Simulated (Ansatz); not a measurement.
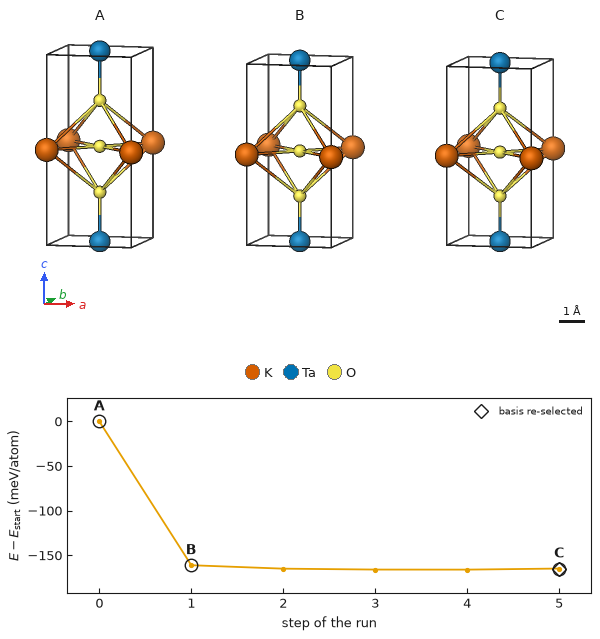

Frames of a relaxation of crystalline KTaO₃ (a generated structure, set up in P4/mmm) (coarse preliminary run), marked on the history of the run. A ball-and-stick model of the cell of the calculation, seen slightly off an axis.

These are results of DFT PBE, scalar-relativistic, plane waves, PAW in Ansatz 0.2.0, not measurements. (plane-wave cutoff 420 eV; k-point mesh 6 × 6 × 2; occupations gaussian; smearing width 0.1 eV; no spin polarisation; cell and atoms relaxed; force threshold 0.04 eV/Å; at most 70 steps)

Question: What happens along the run?

Answer: The largest moves relative to the cell, 0.034 Å, are those of O atoms. Ta and K stay in place. The drawn cell changes as follows: a = b 3.527 → 3.537 Å (+0.3 %), c 7.755 → 7.279 Å (−6.1 %); the volume changes by −5.6 %. Near-neighbour distances that change, for instance: O–Ta 2.009 → 1.851 Å, K–O 3.116 → 3.075 Å, K–K 3.527 → 3.537 Å, K–O 2.494 → 2.501 Å. Bond angles that change, for instance: K–O–K 106.3° → 108.9°. The space group stays P4/mmm (No. 123). Over 4 accepted moves (5 points after the start) the energy falls by 165 meV per atom. The largest force component goes from 3 to 0.0029 eV/Å. Pressure: −11.11 GPa at the start and −0.15 GPa at the end. At 1 point the geometry stayed and the basis and grid were re-selected for the new cell (energy shift of 1.2 meV per atom at most each time). From step 0 to 1: O atoms move most (0.06 Å), volume −5.0 %, energy −161 meV per atom. From step 1 to 5: O atoms move most (0.02 Å), volume −0.6 %, energy −3.7 meV per atom.

| step | E − E(0), meV/atom | largest force component, eV/Å | pressure, GPa | volume, Å³/atom | note |
| --- | --- | --- | --- | --- | --- |
| 0 | 0.00 | 2.9834 | -11.11 | 19.291 |  |
| 1 | -161.00 | 0.2429 | -1.08 | 18.325 |  |
| 2 | -164.85 | 0.3142 | -0.08 | 18.354 |  |
| 3 | -165.86 | 0.0687 | -0.10 | 18.223 |  |
| 4 | -165.93 | 0.0011 | -0.01 | 18.210 |  |
| 5 | -164.72 | 0.0029 | -0.15 | 18.210 | same geometry, new basis |

Limits of the set-up: the k-point mesh is coarse for a cell with partly filled bands.
